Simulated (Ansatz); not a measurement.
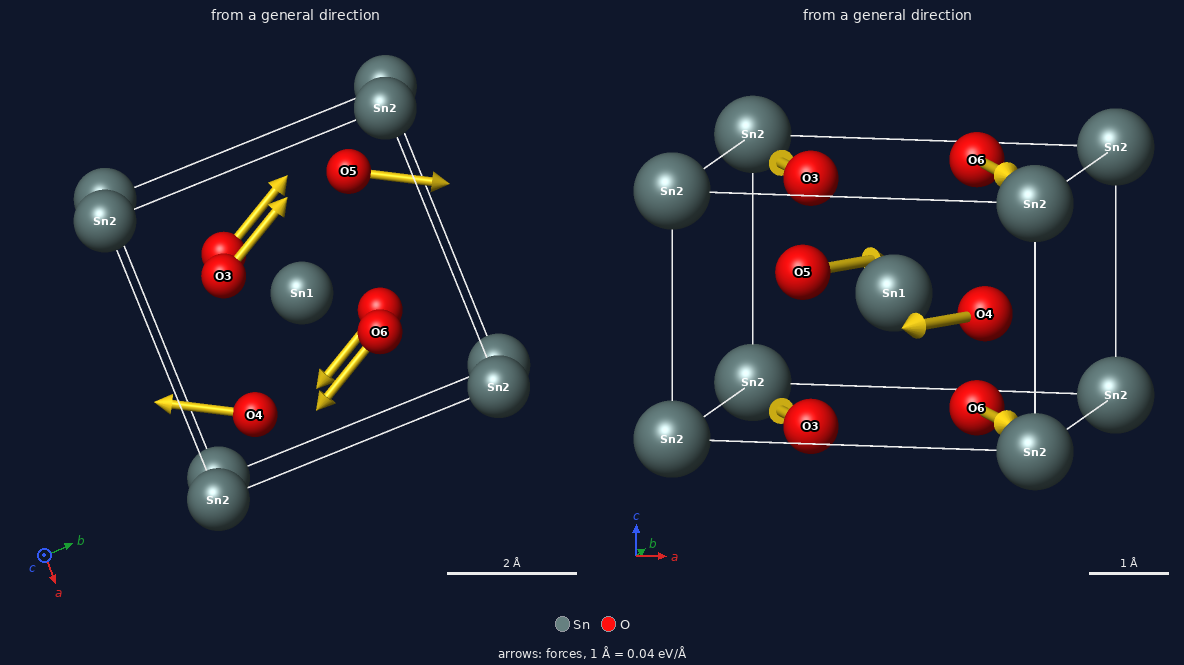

Crystal structure, spheres-only style, seen from two general directions. The wireframe shows the simulation cell. The arrows are the computed forces on the atoms.

System: SnO₂. Electronic-structure method: DFT LDA, scalar-relativistic, plane waves, PAW (Ansatz 0.2.0). Parameters: a plane-wave cutoff of 420 eV, 6×6×8 k-mesh, Gaussian smearing of 0.05 eV, no spin polarisation.

Has this structure been optimised to equilibrium?

Answer. No. The atoms still feel forces of up to about 0.051 eV/Å, above a usual threshold of 0.01 to 0.03 eV/Å.

On which atom is the force largest?

Answer. All O atoms, about 0.051 eV/Å.

Its origin is a structure listed in the Materials Project. The cell was then strained or its atoms displaced on purpose. It was run through Ansatz as a DFT input.
